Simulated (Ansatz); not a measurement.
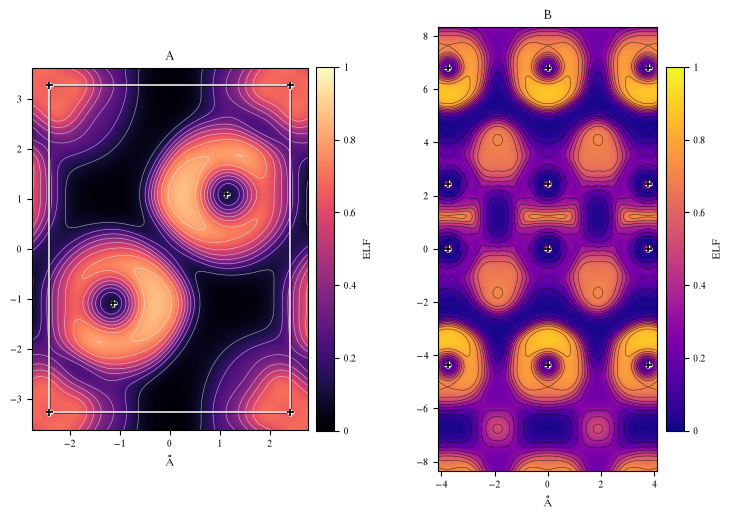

The electron localisation function of 2 systems, each on a plane through atoms (crosses mark nuclei in the plane).

These are results of DFT PBE+D3(BJ), scalar-relativistic, plane waves, PAW in Ansatz, not measurements.

System 1: PtSe2, the (110) plane of the conventional cell. Space group P-3m1.

```
Pt Se
1.0
     3.77170    0.00000    0.00000
    -1.88585    3.26639    0.00000
     0.00000    0.00000    4.82183
Pt Se
1 2
Cartesian
  0.0000 0.0000 0.0000
  0.0000 2.1776 1.2804
  1.8859 1.0888 3.5414
```

System 2: GaSe, the (100) plane of the conventional cell. Space group P6₃/mmc.

```yaml
crystal:
  lattice:
    - [3.76932, 0.00000, 0.00000]
    - [-1.88466, 3.26433, 0.00000]
    - [0.00000, 0.00000, 15.96644]
  atoms:
    - { symbol: Ga, position: [0.33333, 0.66667, 0.17349] }
    - { symbol: Ga, position: [0.66667, 0.33333, 0.67349] }
    - { symbol: Ga, position: [0.33333, 0.66667, 0.32651] }
    - { symbol: Ga, position: [0.66667, 0.33333, 0.82651] }
    - { symbol: Se, position: [0.33333, 0.66667, 0.59970] }
    - { symbol: Se, position: [0.66667, 0.33333, 0.09970] }
    - { symbol: Se, position: [0.33333, 0.66667, 0.90030] }
    - { symbol: Se, position: [0.66667, 0.33333, 0.40030] }
```

Match each panel to its system.

Panel A is system 1, PtSe2: the plane holds Pt and Se. Pt–Se (2.53 Å): the ELF is about 0.50 at the midpoint. Panel B is system 2, GaSe: the plane holds Ga and Se. Ga–Ga (2.44 Å): the ELF peaks at about 0.70 between the atoms.
